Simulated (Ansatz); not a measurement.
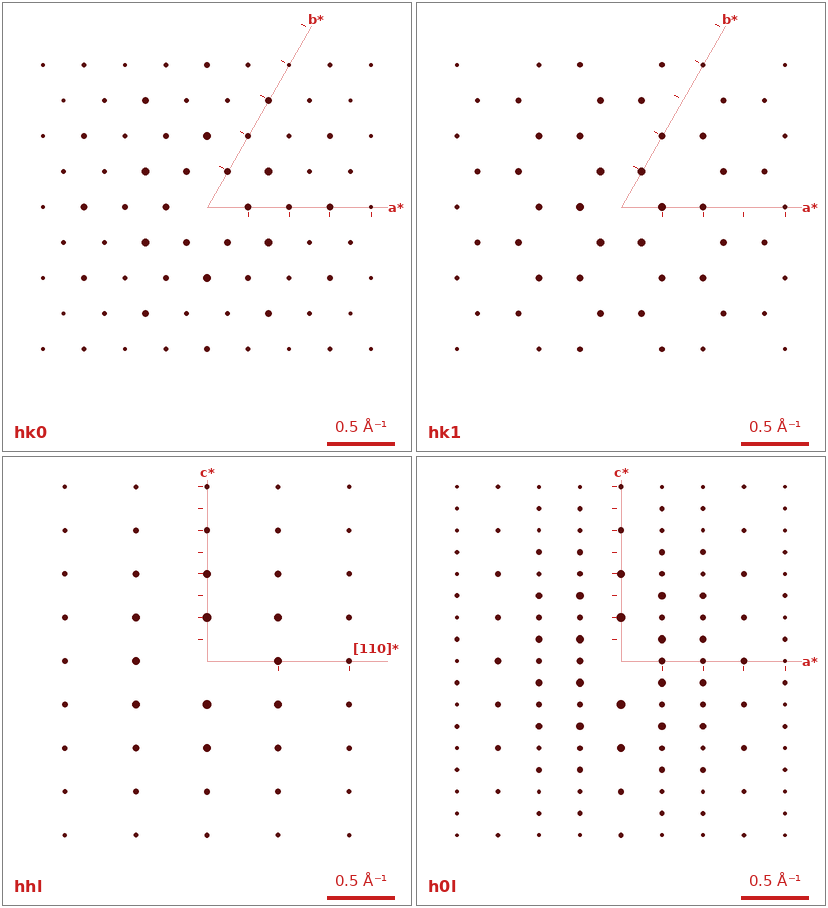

Four undistorted layers of reciprocal space, calculated for a single crystal (X-rays, kinematic |F|², B = 0.5 Å²). Tick marks count the reciprocal lattice steps of the conventional cell along each axis.

Read the reciprocal cell and give the direct cell.

Answer. a* = 0.307, b* = 0.307, c* = 0.163 Å⁻¹, γ* = 60°; the cell is hexagonal with a = 3.76 Å, c = 6.13 Å (hexagonal axes).

List the systematic absences.

Answer. Reflections are present only under these conditions. hkl: no condition; hk0: no condition; h0l: no condition; hhl: l = 2n; 00l: l = 2n. The lattice is primitive (P). Further gaps, such as 3 0 1, 0 3 1, 3 0 3, come from atoms on special positions, not from the group's general conditions.

Which space groups fit?

Answer. The intensities have Laue symmetry 6/mmm (the hk0 layer shows 6mm, hk1 shows 6mm). With these conditions the candidates are P6_3mc (No. 186), P-62c (No. 190), P6_3/mmc (No. 194). Diffraction geometry alone does not choose among them; the structure has P6_3/mmc. The compound is Na. Structure: the input geometry of an electronic-structure calculation (not necessarily at equilibrium); the starting structure was generated, so it need not be a known form of this composition.
